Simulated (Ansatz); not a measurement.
The calculation's input:

```
crystal:
  lattice:
    - [0.0, 3.41, 3.41]
    - [3.41, 0.0, 3.41]
    - [3.41, 3.41, 0.0]
  atoms:
    - { symbol: Ba, position: [0.0, 0.0, 0.0] }
    - { symbol: Te, position: [0.5, 0.5, 0.5] }
basis:
  ecutwfc: 420
  fft_grid_basis: typed
kpoints:
  mp_grid: { grid: [8, 8, 8] }
hamiltonian:
  xc: pbesol
  pseudopotentials: { kind: paw }
scf:
  occupations: { method: gaussian, width: 0.05 }
output:
  forces: true
  stress: true
  eigenvalues: true
  bader: true
  write_density: true
  volumetric_format: npy
  elf: true
```

Command:

```sh
ansatz run input.yaml --threads 1 --pin off --max-ram 2560MiB --backend cpu --events-out ev --progress --plain --runs-dir out
```

The picture shows the conventional cell (a = 6.82 Å, b = 6.82 Å, c = 6.82 Å, α = 90.00°, β = 90.00°, γ = 90.00°).

Space group Fm-3m.

These are results of DFT PBEsol, scalar-relativistic, plane waves, PAW (Ansatz), not measurements.

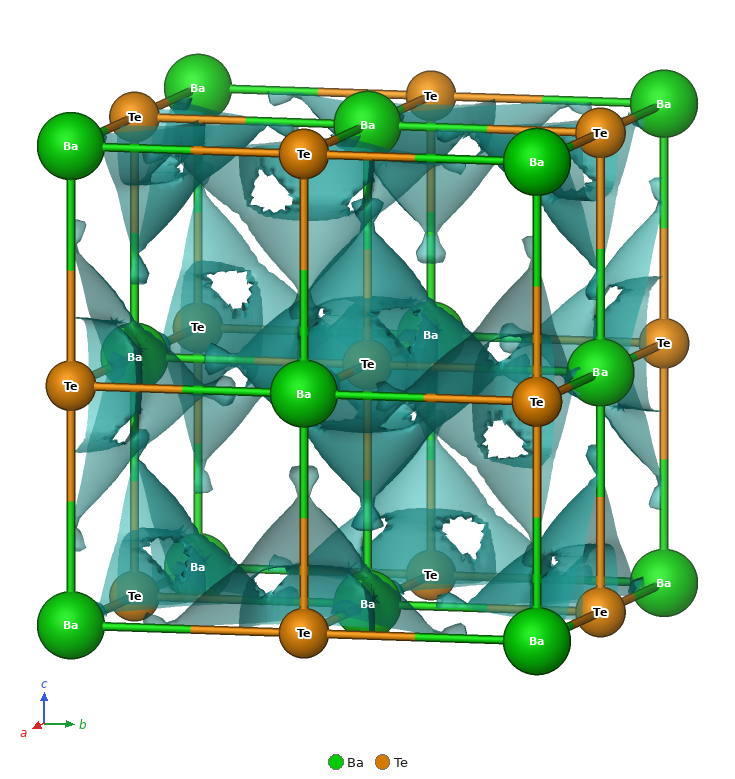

BaTe. Density of the crystal less the sum of free-atom densities: teal surfaces at +0.02, none at −0.02 e/Å³, in the conventional cell seen slightly off an axis (the regions close to the nuclei are left out). Cores are masked to 1.0 Å (Ba) and 0.9 Å (Te).

Core electrons are frozen (PAW), so the fields are smoothed inside the atomic spheres.

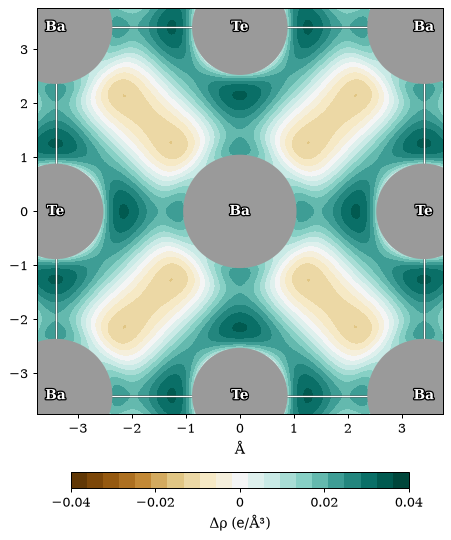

Also shown: a map on the (010) plane of the conventional cell, with grey discs over the atomic cores.

**Read the map: where is density gained and where lost?**

Ba–Te (3.41 Å): Δρ is +0.02 e/Å³ at the midpoint. Over the whole cell, outside the masked cores, the largest gain, 0.03 e/Å³, lies 1.3 Å from a tellurium nucleus, and the largest loss, 0.02 e/Å³, lies 1.8 Å from a barium nucleus. The rearranged charge, half the integral of |Δρ|, is about 0.23 e an atom. Bader charges: Ba +1.30 and Te −1.30 e.
